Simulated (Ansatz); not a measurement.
## Run report: SnO, geometry relaxation (part 2 of 2)

Continued. System: SnO (P4/nmm, 4 atoms in the cell). Method: DFT PBEsol, scalar-relativistic, plane waves, PAW, no spin polarisation (Ansatz 0.2.0); cutoff 420 eV, 12×12×12 k-mesh, Gaussian smearing of 0.1 eV. The structure derives from a Materials Project entry. It belongs to a series of runs on one base structure; here: relaxed at 90 GPa.

Geometry of the input (Å; fractional positions):
```
3.3881  0.0000  0.0000
0.0000  3.3881  0.0000
0.0000  0.0000  3.7614
Sn 0.0000  0.5000  0.2999
Sn 0.5000  0.0000  0.7001
O  0.5000  0.5000  0.0000
O  0.0000  0.0000  0.0000
```

## What the program printed, continued
```
SCF iter   1: F=—  HF=-13017.230648 eV  |F-HF|=—  |Δ(HF+E_count)|=         —  Δρ=1.10e-4  dr2=3.41e-6  ethr=8.51e-9  ⟨swp⟩=3.0  Hψ=27929  notcnv=0
preconditioner: auto → Kerker (q_TF=auto, 2.707 Å⁻¹)  [metal: Δε(μ)=0.056 eV  Ē_g=20.503 eV  σ=0.100 eV  W_gap=0.31  n_scr=18 (ndim 8)  ℏωp=36.3 eV  f_vac=0.000  D(μ)=0.44/eV (n_scr^D=0)]
SCF iter   2: F=—  HF=-13017.230555 eV  |F-HF|=—  |Δ(HF+E_count)|=   9.23e-5  Δρ=6.71e-5  dr2=1.40e-6  ethr=8.51e-9  ⟨swp⟩=1.0  Hψ=4706  notcnv=0
SCF iter   3: F=-13017.230555 eV  HF=-13017.230555 eV  |F-HF|=3.98e-8  |Δ(HF+E_count)|=   2.31e-7  Δρ=1.39e-5  dr2=8.74e-8  ethr=5.00e-10  ⟨swp⟩=8.3  Hψ=34543  notcnv=0
SCF 8 converged in 3 iterations: F = -13017.230555 eV  dr2 = 8.74e-8
relax step   8: F+E_penalty+E_count = -13017.23055501 eV  Δ(F+E_penalty+E_count) = +1.069e-2 eV  max|allowed force component| = 2.225e-5 eV/Å  Δτ_max = 0.0004 Å  P = +90.034 GPa  Ω = 41.931 Å³  energy of the carried Pulay correction = +8.809e-5 eV  (3 SCF iters, dr2 threshold 2.00e-7 eV, accepted)
iter 1 solved again at ethr=5.48e-8 eV; its pass at ethr=3.10e-3 eV (dr2=2.19e-5 eV) is discarded
SCF iter   1: F=—  HF=-13017.230545 eV  |F-HF|=—  |Δ(HF+E_count)|=         —  Δρ=1.65e-5  dr2=9.62e-8  ethr=5.48e-8  ⟨swp⟩=3.6  Hψ=33734  notcnv=0
SCF iter   2: F=—  HF=-13017.230453 eV  |F-HF|=—  |Δ(HF+E_count)|=   9.23e-5  Δρ=9.33e-6  dr2=3.62e-8  ethr=2.41e-10  ⟨swp⟩=2.3  Hψ=8371  notcnv=0
SCF iter   3: F=—  HF=-13017.230453 eV  |F-HF|=—  |Δ(HF+E_count)|=   1.88e-9  Δρ=3.64e-6  dr2=6.64e-9  ethr=9.04e-11  ⟨swp⟩=1.0  Hψ=4724  notcnv=0
SCF iter   4: F=-13017.230453 eV  HF=-13017.230453 eV  |F-HF|=7.28e-12  |Δ(HF+E_count)|=   1.37e-9  Δρ=5.87e-7  dr2=8.97e-11  ethr=1.00e-12  ⟨swp⟩=6.9  Hψ=29655  notcnv=0
SCF 9 converged in 4 iterations: F = -13017.230453 eV  dr2 = 8.97e-11
relax step   9: F+E_penalty+E_count = -13017.23045272 eV  Δ(F+E_penalty+E_count) = +1.023e-4 eV  max|allowed force component| = 1.594e-4 eV/Å  Δτ_max = 0.0000 Å  P = +90.032 GPa  Ω = 41.931 Å³  stress off target by 4.09e-2 GPa  SCF on the basis re-selected at this cell (its energy is not comparable with the rows above)  (4 SCF iters)
```

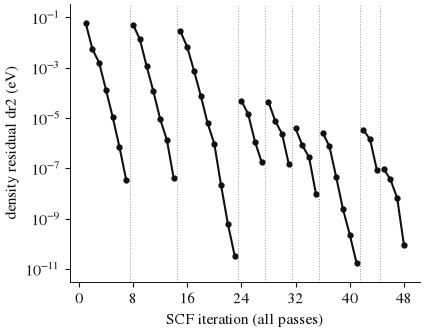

Fig. 1: Convergence of the self-consistent field: density residual dr2 against the SCF iteration. The dotted lines part the SCF passes of the relaxation: geometry steps, rejected trials and re-solves on a re-selected basis. The 9 passes take 3 to 9 iterations each, 48 in all.

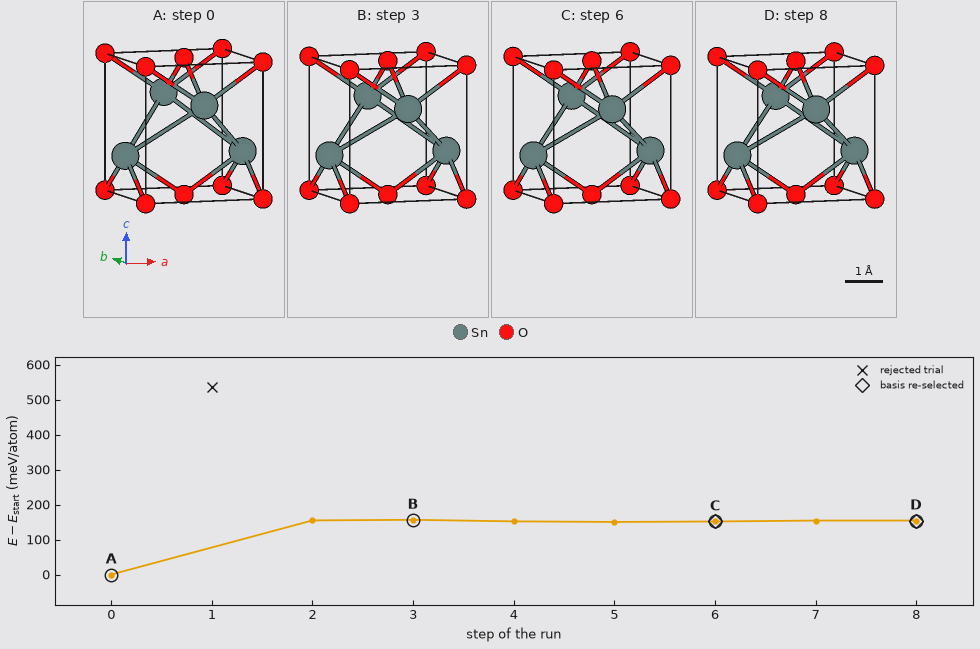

Fig. 2: Frames of the relaxation (ball-and-stick view of the cell of the calculation, seen slightly off an axis) above the curves, on which the letters mark them (the first geometry is step 0 here and step 1 in the log).

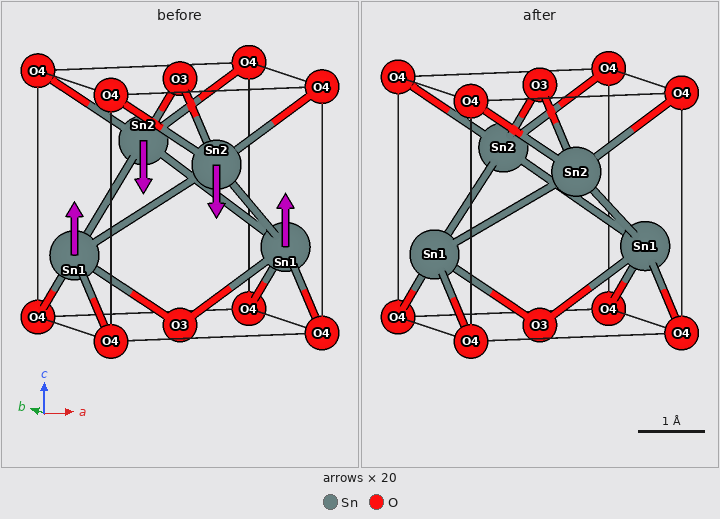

Fig. 3: Before (left) and after (right) the relaxation, at one scale (ball-and-stick view of the cell of the calculation, seen slightly off an axis). The pink arrows give the displacements (without the part carried along by the change of the cell), magnified 20 times. The energy rises by 154 meV per atom in 6 geometry steps. Largest force component: 1.1 eV/Å at the start, 0.00016 eV/Å at the end. Pressure: 80.84 GPa at the start and 90.03 GPa at the end. The line search rejected the trial step at point 1 (counted from 0) and went back. The basis was re-selected once at an unchanged geometry, which shifts the energy a little without any move. The largest moves relative to the cell, 0.042 Å, are those of Sn1 and Sn2. O stays in place. The drawn cell changes as follows: a = b 3.388 → 3.381 Å (−0.2 %), c 3.761 → 3.668 Å (−2.5 %); the volume changes by −2.9 %. Among the contacts that change: Sn1–Sn2 2.829 → 2.763 Å, Sn1–O3 2.035 → 2.040 Å. The space group stays P4/nmm (No. 129). The energy change given includes the shifts at the re-selections in mid-walk, which come without any move. A last SCF at the same geometry on a re-selected plane-wave basis shifts the energy by +0.0 meV per atom. (Atoms are counted from 1 in the order of the input.)

```
basis re-selected at this cell: Δ(F+E_penalty+E_count) = +1.023e-4 eV, ΔP = -0.002 GPa vs the last step (what re-selecting the basis moved, of the pressure what is left beyond the Pulay correction that the steps carried, after the strain that the cell walked since its last selection, with what the two solves' SCF thresholds leave and, on support functions, any second-order correction that the steps lacked; it is no measure of the basis error at this ecutwfc). This SCF's stress stands 4.09e-2 GPa from its target on what of the cell is left free (relax.cell.stress_tol is 8.00e-2 GPa) and its largest allowed force component is 1.59e-4 eV/Å (relax.f_tol is 8.00e-3 eV/Å): within both
SCF converged after 4 iterations
Free energy (F): -13017.230453 eV
Harris-Foulkes:  -13017.230453 eV  (|F-HF|=7.28e-12)
Internal energy: -13017.228262 eV  (E = F + TS)
E sigma→0 (E₀):  -13017.229358 eV
Entropy (-TS):   -0.002190 eV (-0.548 meV/atom)
Fermi energy:    19.679827 eV
--- Per-component energies (eV) ---
  E_band       = 145.329881
  E_kinetic    = 759.109530
  E_local      = -1353.220896  (includes V_loc(G=0)·N_el)
  E_nonlocal   = 41.397708
  E_hartree    = 943.914361
  E_xc         = -914.536326
  E_vxc        = -395.017619  (∫ρ·V_xc dr)
  E_paw        = -8444.883059  (= ΣΔE_a)
  E_vpaw       = -794.772710  (= ΣTr[D̂ρ^β])
  E_aug_tail   = 0.005051  (compensation charges beyond the density's cutoff)
  E_ewald      = -4049.654888
  E_core_change = 0.640255  (= ΣΔE_core)
  E_smearing   = -0.002190  (= −TS)
  E_closure    = -0.000000  (closes the sum)
  Σ components = -13017.230453   (vs F -13017.230453, Δ=0.00e0)
--- Forces (eV/Å), atoms counted from 1 ---
  atom   1  Sn     0.00000000     0.00000000    -0.00015943
  atom   2  Sn    -0.00000000     0.00000000     0.00015943
  atom   3  O     -0.00000000     0.00000000     0.00000000
  atom   4  O      0.00000000     0.00000000    -0.00000000
  max |Σ_I F_I| component: 0.00e0 eV/Å
--- Stress (GPa, compression-positive) ---
       90.027871       0.000000      -0.000000
        0.000000      90.027871      -0.000000
       -0.000000      -0.000000      90.040938
  P = ⅓ Tr σ = 90.0322 GPa (900.322 kbar)
--- Band table (eV; the first three rows and the last of 196) ---
  k-point 0: bands = ["-4.2023", "-4.1468", "-3.1022", "-3.1022", "-3.0471", "-3.0443", "-2.7852", "-2.5995", "-2.5576", "-2.5576", "-2.3976", "1.5088", "9.7518", "10.4363", "10.6494", "10.6494", "14.7452", "15.5099", "15.5099", "20.2137", "23.6034", "23.6034", "25.1938", "25.6347"]
  k-point 1: bands = ["-4.1821", "-4.1245", "-3.0964", "-3.0964", "-3.0405", "-3.0330", "-2.8079", "-2.6004", "-2.5709", "-2.5709", "-2.4016", "1.5074", "8.8195", "10.7056", "10.7056", "11.4612", "14.7261", "15.5172", "15.5172", "20.2618", "23.2596", "23.2596", "24.8701", "25.7480"]
  k-point 2: bands = ["-4.1233", "-4.0632", "-3.0790", "-3.0790", "-3.0296", "-2.9919", "-2.8739", "-2.6089", "-2.6089", "-2.6037", "-2.4127", "1.5030", "7.7421", "10.8632", "10.8632", "12.8117", "14.6734", "15.5354", "15.5354", "20.4083", "22.4865", "22.4865", "24.1385", "26.0642"]
  k-point 195: bands = ["-4.2219", "-4.2219", "-2.9705", "-2.9705", "-2.9058", "-2.9058", "-2.7091", "-2.7091", "-2.6128", "-2.6128", "0.4906", "0.4906", "8.0749", "8.0749", "10.2794", "10.2794", "14.7429", "14.7429", "16.4039", "16.4039", "21.8681", "21.8681", "27.9328", "27.9328"]
--- Relaxed structure (7 steps of the walk, 6 accepted, 2 SCFs on fresh bases) ---
  F+E_penalty+E_count = -13017.23045272 eV   max|allowed force component| = 1.594e-4 eV/Å   (the final SCF, on the basis selected at the relaxed cell)
  cell:  # Å, volume = 41.9306 Å³
    - [3.3811229750659164, 0.0, 0.0]
    - [0.0, 3.3811229750659164, 0.0]
    - [0.0, 0.0, 3.6678314125038796]
  atoms:
    - { symbol: Sn, position: [9.992146641500983e-37, 0.5, 0.3112880228085204] }
    - { symbol: Sn, position: [0.5, -2.6888589052650214e-38, 0.6887119771914799] }
    - { symbol: O, position: [0.5, 0.5, 1.4412277541748842e-20] }
    - { symbol: O, position: [-1.443310070439031e-36, 2.862333673346636e-38, 1.4412277541748842e-20] }
```

## Trajectory as extended XYZ (Å, eV, eV/Å), 9 frames, from step=1 to step=9
```
4
Lattice="3.3881 0.0000 0.0000 0.0000 3.3881 0.0000 0.0000 0.0000 3.7614" Properties=species:S:1:pos:R:3:forces:R:3 step=1 energy=-13017.84733 pressure_GPa=80.84
Sn    0.0000    1.6940    1.1280    0.0000   0.0000   1.1043
Sn    1.6940    0.0000    2.6333    0.0000   0.0000  -1.1043
O     1.6940    1.6940    0.0000    0.0000   0.0000   0.0000
O     0.0000    0.0000    0.0000    0.0000   0.0000   0.0000
4
Lattice="3.3272 0.0000 0.0000 0.0000 3.3272 0.0000 0.0000 0.0000 3.5780" Properties=species:S:1:pos:R:3:forces:R:3 step=2 energy=-13015.69880 pressure_GPa=115.75 accepted=F
Sn    0.0000    1.6636    1.1663    0.0000   0.0000  -1.3581
Sn    1.6636    0.0000    2.4118    0.0000   0.0000   1.3581
O     1.6636    1.6636    0.0000    0.0000   0.0000   0.0000
O     0.0000    0.0000    0.0000    0.0000   0.0000   0.0000
4
Lattice="3.3781 0.0000 0.0000 0.0000 3.3781 0.0000 0.0000 0.0000 3.6735" Properties=species:S:1:pos:R:3:forces:R:3 step=3 energy=-13017.22886 pressure_GPa=90.82
Sn    0.0000    1.6890    1.1384    0.0000   0.0000   0.1853
Sn    1.6890    0.0000    2.5351    0.0000   0.0000  -0.1853
O     1.6890    1.6890    0.0000    0.0000   0.0000   0.0000
O     0.0000    0.0000    0.0000    0.0000   0.0000   0.0000
4
Lattice="3.3763 0.0000 0.0000 0.0000 3.3763 0.0000 0.0000 0.0000 3.6762" Properties=species:S:1:pos:R:3:forces:R:3 step=4 energy=-13017.22205 pressure_GPa=90.70
Sn    0.0000    1.6881    1.1421    0.0000   0.0000   0.0633
Sn    1.6881    0.0000    2.5341    0.0000   0.0000  -0.0633
O     1.6881    1.6881    0.0000    0.0000   0.0000   0.0000
O     0.0000    0.0000    0.0000    0.0000   0.0000   0.0000
4
Lattice="3.3790 0.0000 0.0000 0.0000 3.3790 0.0000 0.0000 0.0000 3.6730" Properties=species:S:1:pos:R:3:forces:R:3 step=5 energy=-13017.23985 pressure_GPa=90.17
Sn    0.0000    1.6895    1.1427    0.0000   0.0000   0.0072
Sn    1.6895    0.0000    2.5303    0.0000   0.0000  -0.0072
O     1.6895    1.6895    0.0000    0.0000   0.0000   0.0000
O     0.0000    0.0000    0.0000    0.0000   0.0000   0.0000
4
Lattice="3.3800 0.0000 0.0000 0.0000 3.3800 0.0000 0.0000 0.0000 3.6719" Properties=species:S:1:pos:R:3:forces:R:3 step=6 energy=-13017.24654 pressure_GPa=90.00
Sn    0.0000    1.6900    1.1426    0.0000   0.0000  -0.0001
Sn    1.6900    0.0000    2.5293    0.0000   0.0000   0.0001
O     1.6900    1.6900    0.0000    0.0000   0.0000   0.0000
O     0.0000    0.0000    0.0000    0.0000   0.0000   0.0000
4
Lattice="3.3800 0.0000 0.0000 0.0000 3.3800 0.0000 0.0000 0.0000 3.6719" Properties=species:S:1:pos:R:3:forces:R:3 step=7 energy=-13017.24124 pressure_GPa=89.86
Sn    0.0000    1.6900    1.1426    0.0000   0.0000  -0.0025
Sn    1.6900    0.0000    2.5293    0.0000   0.0000   0.0025
O     1.6900    1.6900    0.0000    0.0000   0.0000   0.0000
O     0.0000    0.0000    0.0000    0.0000   0.0000   0.0000
4
Lattice="3.3811 0.0000 0.0000 0.0000 3.3811 0.0000 0.0000 0.0000 3.6678" Properties=species:S:1:pos:R:3:forces:R:3 step=8 energy=-13017.23056 pressure_GPa=90.03
Sn    0.0000    1.6906    1.1418    0.0000   0.0000   0.0000
Sn    1.6906    0.0000    2.5261    0.0000   0.0000   0.0000
O     1.6906    1.6906    0.0000    0.0000   0.0000   0.0000
O     0.0000    0.0000    0.0000    0.0000   0.0000   0.0000
4
Lattice="3.3811 0.0000 0.0000 0.0000 3.3811 0.0000 0.0000 0.0000 3.6678" Properties=species:S:1:pos:R:3:forces:R:3 step=9 energy=-13017.23045 pressure_GPa=90.03
Sn    0.0000    1.6906    1.1418    0.0000   0.0000  -0.0002
Sn    1.6906    0.0000    2.5261    0.0000   0.0000   0.0002
O     1.6906    1.6906    0.0000    0.0000   0.0000   0.0000
O     0.0000    0.0000    0.0000    0.0000   0.0000   0.0000
```

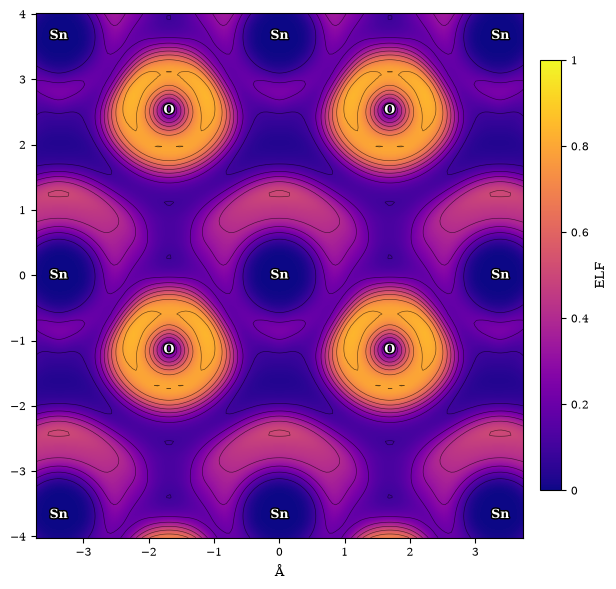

Fig. 4: Electron localisation function on the (010) plane of the conventional cell. Atoms in the plane: Sn and O. Sn–O (2.04 Å): the ELF is about 0.20 at the midpoint; a polar contact without a shared pair, in a metal. In a PAW calculation such maps are meaningful between the atoms, not at the nuclei.

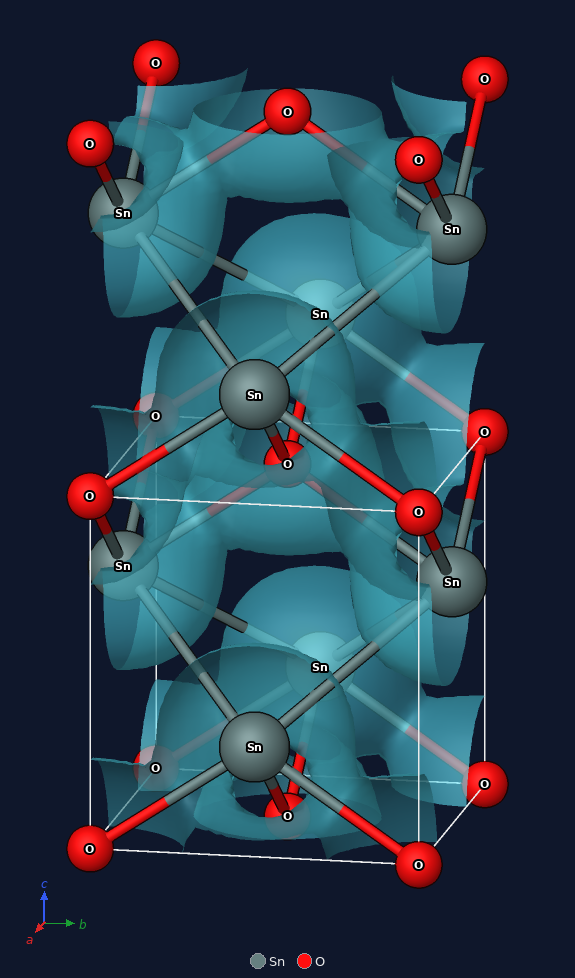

Fig. 5: Isosurface of the valence charge density (pseudo) at 0.5 e/Å³ (cyan), seen slightly off an axis. Sticks mark near contacts. The outline is the cell set on symmetry axes. At this value the density is joined into sheets; it holds about 85 % of the electrons treated as valence (semicore included). It is pinched off along the Sn–Sn (2.76 Å) contacts. On the grid the lowest density along these lines, outside the cores, is 0.69 e/Å³ (Sn–O, 2.04 Å) and 0.36 e/Å³ (Sn–Sn, 2.76 Å).
